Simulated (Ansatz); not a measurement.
**A Fermi-surface study of RbBr3 (space group I4/mmm, No. 139)**

```yaml
crystal:
  lattice:
    - [-2.25857, 2.25857, 6.43700]
    - [2.25857, -2.25857, 6.43700]
    - [2.25857, 2.25857, -6.43700]
  atoms:
    - { symbol: Rb, position: [0.00000, 0.00000, 0.00000] }
    - { symbol: Br, position: [0.75000, 0.25000, 0.50000] }
    - { symbol: Br, position: [0.25000, 0.75000, 0.50000] }
    - { symbol: Br, position: [0.50000, 0.50000, 0.00000] }
```

Computed with DFT PBE, scalar-relativistic, plane waves, PAW; levels and slopes on a dense k mesh at the converged density (Ansatz 0.2.0). No spin polarisation. k mesh for the levels: 24×24×24. The geometry was not relaxed. The cell comes from a database of computed structures, not from a measurement.

### 1. The sheets

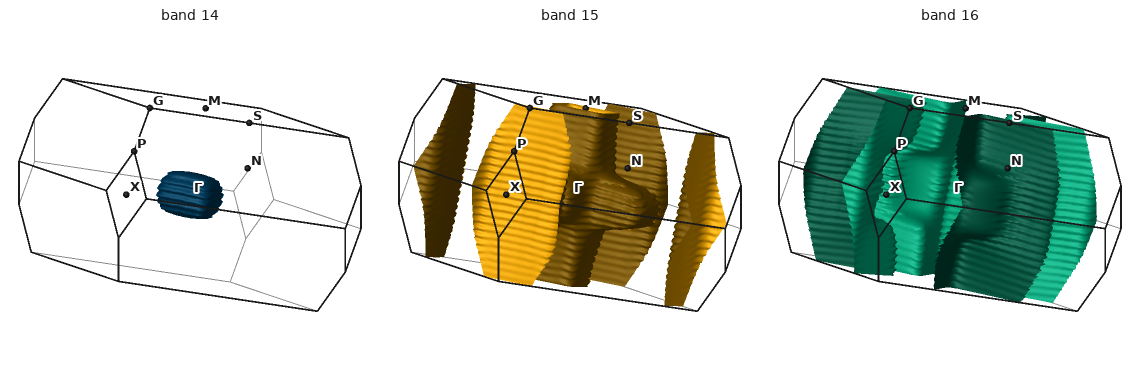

Fermi surface of this crystal. Each panel holds one band. The brighter face of a sheet looks towards empty states.

Summarise the topology of this Fermi surface.

Answer. Three bands cross the Fermi level; this is a quasi-two-dimensional metal.

Band 14: one hole pocket centred at Γ (0.93 % of the zone).
Band 15: two open hole tubes parallel to Γ–M.
Band 16: two open electron tubes parallel to Γ–M.

What does the calculation give for N(E_F) and the Drude plasma frequency?

Answer. The density of states at the Fermi level is 5.6 states/eV per primitive cell. The intraband plasma frequencies along the cartesian axes x, y and z of the cell as given are 3.7, 3.7 and 1.2 eV.

### 2. Cuts and bands

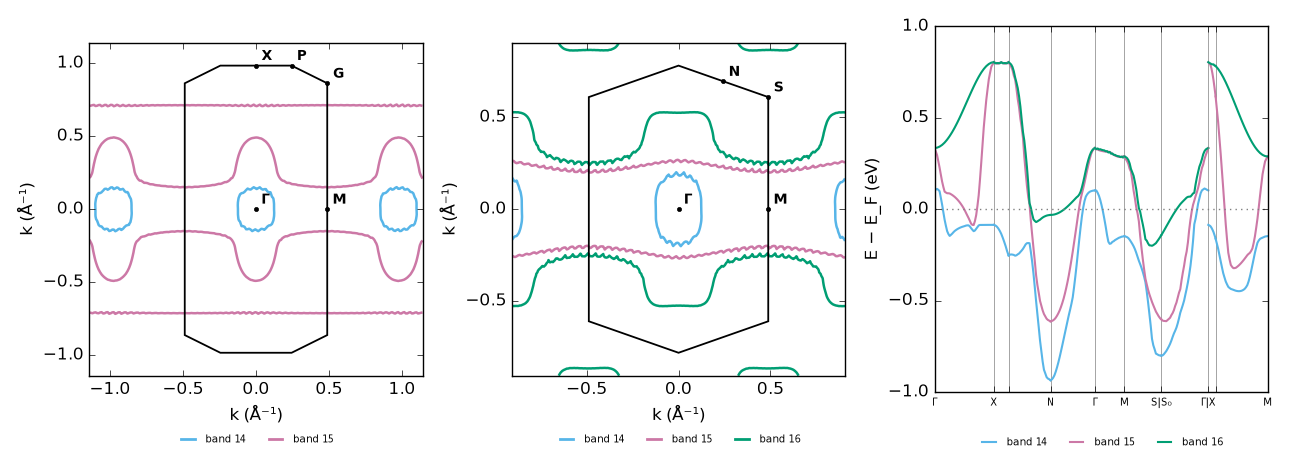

This crystal: cuts through the Fermi surface in the plane through Γ, M and X and the plane through Γ, M and N, and the bands that cross the Fermi level.

For each band, read its level at the labelled points (eV from the Fermi level).

Answer.
```tsv
band	Γ	M	X	P	N
band 14	+0.10	−0.15	−0.09	−0.25	−0.94
band 15	+0.33	+0.29	+0.80	+0.80	−0.61
band 16	+0.33	+0.29	+0.80	+0.80	−0.03
```

Negative values are filled states.

### 3. Weight on the atoms

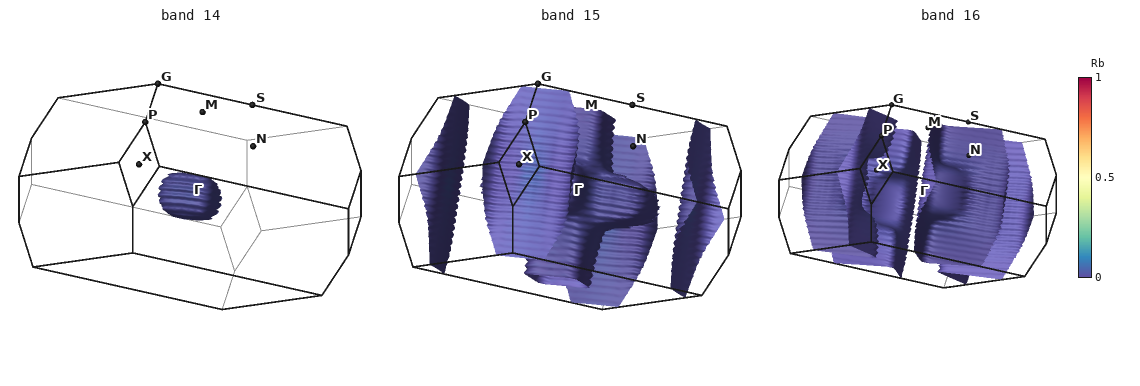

Fermi surface of this crystal, coloured by the weight of the states on Rb (Voronoi cells).

On which elements do the states at the Fermi level lie?

Answer. Band 14, band 15 and band 16: almost wholly on Br; Rb holds 1 %.

Spin-orbit coupling is left out; with Rb and Br it can split, shift or remove sheets. Necks and pockets thinner than about two mesh steps aren't resolved, so separate pockets may in truth be joined.

Time for the whole run: 2.5 min on 1 thread of Arm Neoverse V1 (shared host), peak memory 1.5 GiB.
